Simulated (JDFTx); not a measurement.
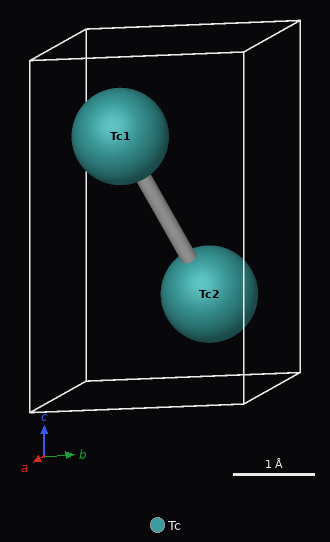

The structure as given in the input (ball-and-stick view of the cell of the calculation, seen slightly off an axis; atoms are numbered from 1 in the order of the input). Near neighbours in the crystal (not all of them lie inside the picture): Tc has 12 Tc at 2.62 to 2.80 Å.

# Tc: single-point calculation

Tc (P-1, 2 atoms in the cell), computed with Kohn-Sham DFT of a periodic cell, PBE, PseudoDojo-SR-PBE-0.5-standard, no spin polarisation (JDFTx 1.7.0 (patched build)).

The structure derives from an entry of the Crystallography Open Database. It belongs to a series of runs on one base structure; here: atoms moved at random by about 0.05 A.

Input file
```
lattice \
    5.1778495815    -2.5889247907     0.0000000000 \
    0.0000000000     4.4841492746     0.0000000000 \
    0.0000000000     0.0000000000     8.3110154961
coords-type Lattice
ion Tc     0.6499490000     0.3300850000     0.7450650000 1
ion Tc     0.3411890000     0.6657310000     0.2615210000 1

ion-species pseudo/Tc.upf
elec-cutoff 42 336
elec-ex-corr gga-PBE
kpoint-folding 11 11 6
elec-smearing Fermi 0.0018374661
elec-n-bands 22
electronic-SCF nIterations 100 energyDiffThreshold 1e-09
electronic-minimize nIterations 30 energyDiffThreshold 1e-7
converge-empty-states yes
forces-output-coords Cartesian

dump-name run.$VAR
dump End Ecomponents EigStats BandEigs Kpoints Forces Stress
```

Run on 1 thread of Arm Neoverse V2, 24 GiB of memory available, shared host.

Run as:
```bash
jdftx -c 1 -i Tc.in -o Tc.out
```

Log
```
*************** JDFTx 1.7.0 (patched build) ***************

Input parsed successfully to the following command list (including defaults):
[... the input with its defaults ...]

---------- Setting up symmetries ----------

Found 24 point-group symmetries of the bravais lattice
Found 2 space-group symmetries with basis
Applied RMS atom displacement 0 bohrs to make symmetries exact.

---------- Initializing the Grid ----------
R =
[      5.17785     -2.58892            0  ]
[            0      4.48415            0  ]
[            0            0      8.31102  ]
unit cell volume = 192.967
G =
[    1.21347   0.700599         -0  ]
[          0     1.4012          0  ]
[          0         -0   0.756007  ]
Minimum fftbox size, Smin = [  44  44  72  ]
Chosen fftbox size, S = [  48  48  72  ]

---------- Initializing tighter grid for wavefunction operations ----------
R =
[      5.17785     -2.58892            0  ]
[            0      4.48415            0  ]
[            0            0      8.31102  ]
unit cell volume = 192.967
G =
[    1.21347   0.700599         -0  ]
[          0     1.4012          0  ]
[          0         -0   0.756007  ]
Minimum fftbox size, Smin = [  32  32  52  ]
Chosen fftbox size, S = [  32  32  54  ]

---------- Exchange Correlation functional ----------
Initalized PBE GGA exchange.
Initalized PBE GGA correlation.

---------- Setting up pseudopotentials ----------
Width of ionic core gaussian charges (only for fluid interactions / plotting) set to 0

Reading pseudopotential file 'pseudo/Tc.upf':
  'Tc' pseudopotential, 'PBE' functional
  Generated using ONCVPSP code by D. R. Hamann
  15 valence electrons, 4 orbitals, 6 projectors, 1001 radial grid points, with lMax = 2
    4S    l: 0   occupation:  2.0   eigenvalue: -2.696647
    4P    l: 1   occupation:  6.0   eigenvalue: -1.666320
    4D    l: 2   occupation:  5.0   eigenvalue: -0.244828
    5S    l: 0   occupation:  2.0   eigenvalue: -0.185336
  Core radius for overlap checks: 1.32 bohrs.

Initialized 1 species with 2 total atoms.

Folded 1 k-points by 11x11x6 to 726 k-points.

---------- Setting up k-points, bands, fillings ----------
Reduced to 364 k-points under symmetry.
Computing the number of bands and number of electrons
Calculating initial fillings.
nElectrons:  30.000000   nBands: 22   nStates: 364

----- Setting up reduced wavefunction bases (one per k-point) -----
average nbasis = 2509.043 , ideal nbasis = 2508.716

---------- Setting up ewald sum ----------
Optimum gaussian width for ewald sums = 2.053838 bohr.
Real space sum over 1521 unit cells with max indices [  6  6  4  ]
Reciprocal space sum over 2057 terms with max indices [  5  5  8  ]

---------- Allocating electronic variables ----------
Initializing wave functions:  linear combination of atomic orbitals
Note: number of bands (22) exceeds available atomic orbitals (20)
Tc pseudo-atom occupations:   s ( 2 0 )  p ( 6 )  d ( 7 )
	FillingsUpdate:  mu: +0.847565693  nElectrons: 30.000000
LCAOMinimize: Iter:   0  F: -162.1075492473979693  |grad|_K:  8.411e-04  alpha:  1.000e+00
	FillingsUpdate:  mu: +0.877962840  nElectrons: 30.000000
LCAOMinimize: Iter:   1  F: -162.1584537238740324  |grad|_K:  6.554e-05  alpha:  7.859e-01  linmin:  1.187e-01  cgtest: -3.729e-01
	FillingsUpdate:  mu: +0.878147470  nElectrons: 30.000000
[... 5 lines of inner loops ...]
LCAOMinimize: Iter:   4  F: -162.1586692704314601  |grad|_K:  1.715e-07  alpha:  5.777e-01  linmin: -4.220e-05  cgtest: -2.347e-02
	FillingsUpdate:  mu: +0.877194683  nElectrons: 30.000000
LCAOMinimize: Iter:   5  F: -162.1586692727275363  |grad|_K:  2.772e-08  alpha:  8.900e-01  linmin:  6.558e-03  cgtest: -3.631e-02
LCAOMinimize: Converged (|Delta F|<1.000000e-06 for 2 iters).

-------- Electronic minimization -----------
Will mix electronic density at each iteration.
	FillingsUpdate:  mu: +0.877194683  nElectrons: 30.000000
	FillingsUpdate:  mu: +0.861347665  nElectrons: 30.000000
SCF: Cycle:  0   F: -162.244174174535857   dF: -8.550e-02   |Residual|: 1.905e-01   |deigs|: 1.109e-01
	FillingsUpdate:  mu: +0.838046472  nElectrons: 30.000000
SCF: Cycle:  1   F: -162.275480589242164   dF: -3.131e-02   |Residual|: 4.609e-02   |deigs|: 3.397e-02
	FillingsUpdate:  mu: +0.830918255  nElectrons: 30.000000
SCF: Cycle:  2   F: -162.277550429801323   dF: -2.070e-03   |Residual|: 1.391e-02   |deigs|: 9.981e-03
	FillingsUpdate:  mu: +0.832758182  nElectrons: 30.000000
SCF: Cycle:  3   F: -162.277503065174272   dF: +4.736e-05   |Residual|: 9.444e-03   |deigs|: 2.970e-03
	FillingsUpdate:  mu: +0.831526232  nElectrons: 30.000000
SCF: Cycle:  4   F: -162.277577051487100   dF: -7.399e-05   |Residual|: 1.254e-03   |deigs|: 1.803e-03
	FillingsUpdate:  mu: +0.831458418  nElectrons: 30.000000
SCF: Cycle:  5   F: -162.277579810216395   dF: -2.759e-06   |Residual|: 3.486e-04   |deigs|: 1.156e-04
	FillingsUpdate:  mu: +0.831410575  nElectrons: 30.000000
SCF: Cycle:  6   F: -162.277580161426755   dF: -3.512e-07   |Residual|: 2.425e-04   |deigs|: 6.538e-05
	FillingsUpdate:  mu: +0.831430501  nElectrons: 30.000000
SCF: Cycle:  7   F: -162.277580242787849   dF: -8.136e-08   |Residual|: 1.776e-04   |deigs|: 2.981e-05
	FillingsUpdate:  mu: +0.831454198  nElectrons: 30.000000
SCF: Cycle:  8   F: -162.277580267567458   dF: -2.478e-08   |Residual|: 1.957e-05   |deigs|: 3.634e-05
	FillingsUpdate:  mu: +0.831454033  nElectrons: 30.000000
SCF: Cycle:  9   F: -162.277580270373022   dF: -2.806e-09   |Residual|: 4.743e-06   |deigs|: 3.752e-06
	FillingsUpdate:  mu: +0.831453833  nElectrons: 30.000000
SCF: Cycle: 10   F: -162.277580271219165   dF: -8.461e-10   |Residual|: 8.361e-06   |deigs|: 3.184e-06
	FillingsUpdate:  mu: +0.831455552  nElectrons: 30.000000
SCF: Cycle: 11   F: -162.277580271445856   dF: -2.267e-10   |Residual|: 4.103e-06   |deigs|: 3.760e-06
SCF: Converged (|Delta E|<1.000000e-09 for 2 iters).

Setting wave functions to eigenvectors of Hamiltonian
Converging empty states (this may take a while): |deigs|: 1.652e-05

# Stress tensor in Cartesian coordinates [Eh/a0^3]:
[ -0.000128273  3.98658e-05 -3.59732e-05  ]
[  3.98658e-05 -0.000145494 -2.97388e-06  ]
[ -3.59732e-05 -2.97388e-06 -0.000138015  ]

# Ionic positions in lattice coordinates:
ion Tc   0.649949000000000   0.330085000000000   0.745065000000000 1
ion Tc   0.341189000000000   0.665731000000000   0.261521000000000 1

# Forces in Cartesian coordinates:
force Tc   0.003682185206980   0.000222040645123   0.003558162436805 1
force Tc  -0.003682185206980  -0.000222040645123  -0.003558162436805 1

# Energy components:
   Eewald =     -141.5481639242246388
       EH =       22.3624055629638896
     Eloc =      -98.1005855550012313
      Enl =       20.6038558533494403
      Exc =      -27.1992290776932073
 Exc_core =        7.4158492459698593
       KE =       54.1888685866772377
-------------------------------------
     Etot =     -162.2769993079586470
       TS =        0.0005809634872037
-------------------------------------
        F =     -162.2775802714458564

IonicMinimize: Iter:   0  F: -162.277580271445856  |grad|_K:  2.959e-03
IonicMinimize: None of the convergence criteria satisfied after 0 iterations.

#--- Lowdin population analysis ---
# oxidation-state Tc +0.115 +0.115

Dumping 'run.eigStats' ...
	eMin: -1.624431 at state 0 ( [ +0.000000 +0.000000 +0.000000 ] spin 0 )
	HOMO: +0.831424 at state 100 ( [ +0.181818 +0.000000 +0.000000 ] spin 0 )
	mu  : +0.831455
	LUMO: +0.831507 at state 86 ( [ +0.090909 -0.272727 -0.333333 ] spin 0 )
	eMax: +1.422703 at state 100 ( [ +0.181818 +0.000000 +0.000000 ] spin 0 )
	HOMO-LUMO gap: +0.000083
	Optical gap  : +0.004581 at state 11 ( [ +0.000000 +0.181818 +0.166667 ] spin 0 )
Done!
```

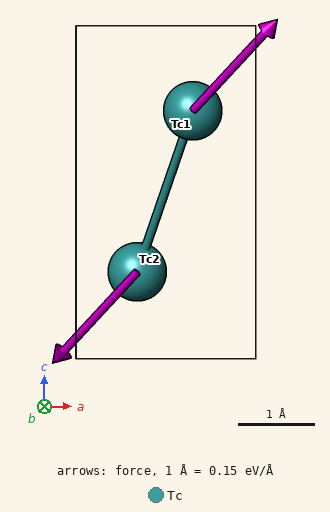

Forces on the atoms as pink arrows (ball-and-stick view of the cell of the calculation, along the b axis; atoms are numbered from 1 in the order of the input). The largest act on Tc1, Tc2 (0.26 eV/Å). The geometry is not a stationary point of this energy.

Key numbers

- outcome: converged
- space group (tolerance 0.01 Å): P-1 (2)
- electrons treated: 30
- free energy: −4415.7979 eV
- Fermi energy: 22.625 eV
- gap on the k-point mesh: none (metallic)
- pressure: 4.04 GPa
- largest force (length of the vector): 0.264 eV/Å
- wall time: 8.1 min
- peak memory: 0.88 GiB
